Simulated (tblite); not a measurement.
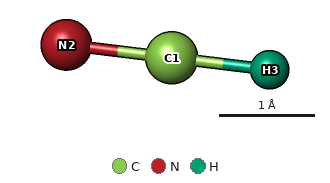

The input geometry (ball-and-stick view, seen at a tilt; atoms are numbered from 1 in the order of the input). Bond lengths as drawn: C–H 1.06 Å and C–N 1.14 Å.

## Frequency calculation, with input and output: CHN

CHN, SMILES C#N, computed with GFN2-xTB harmonic vibrations, gas phase (tblite 0.8.0).

Input
```
{"job": {"kind": "ir", "xc": "GFN2-xTB", "basis": "xTB"}, "charge": 0, "multiplicity": 1}
C     -0.659399    -1.298269     0.161150
N      0.454123    -1.085919     0.256916
H     -1.695509    -1.495804     0.072032
```

The first line tells a small driver script what to run in tblite; the rest is the geometry in Å.

Launched with:
```bash
OMP_NUM_THREADS=1 python <driver script> task.json out
```

What the program printed
```
mode    cm-1     km/mol
  1     777.4     10.29
  2     777.5     10.29
  3    2295.5     25.52
  4    3286.2      9.27
ZPE 42.686  H(298)-E 51.810  G(298)-E -8.127 kJ/mol  S 201.03 J/(mol K)
```

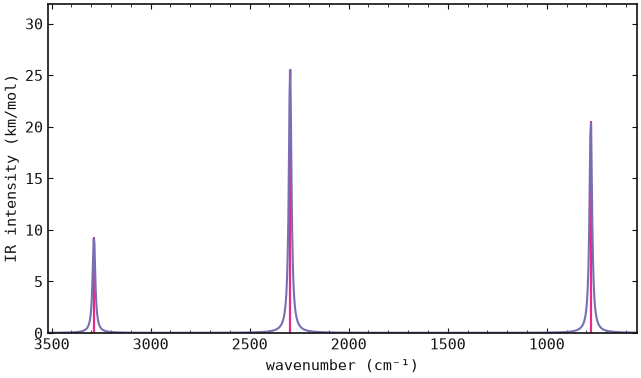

Harmonic infrared spectrum, unscaled: sticks (degenerate modes added up, dark ones marked on the axis) with a Lorentzian envelope of 16 cm⁻¹ full width, scaled to the tallest stick. 4 modes from 777 to 3286 cm⁻¹, none imaginary. The strongest line is at 2296 cm⁻¹ (26 km/mol). All modes, in cm⁻¹ (km/mol): 777 (10.3), 778 (10.3), 2296 (26), 3286 (9.3).

Summary

```csv
quantity,value
outcome,converged
total energy,−149.7733 eV
zero-point energy,10.2020 kcal/mol
hardware,"1 CPU thread, shared host"
peak memory,0.62 GiB
```
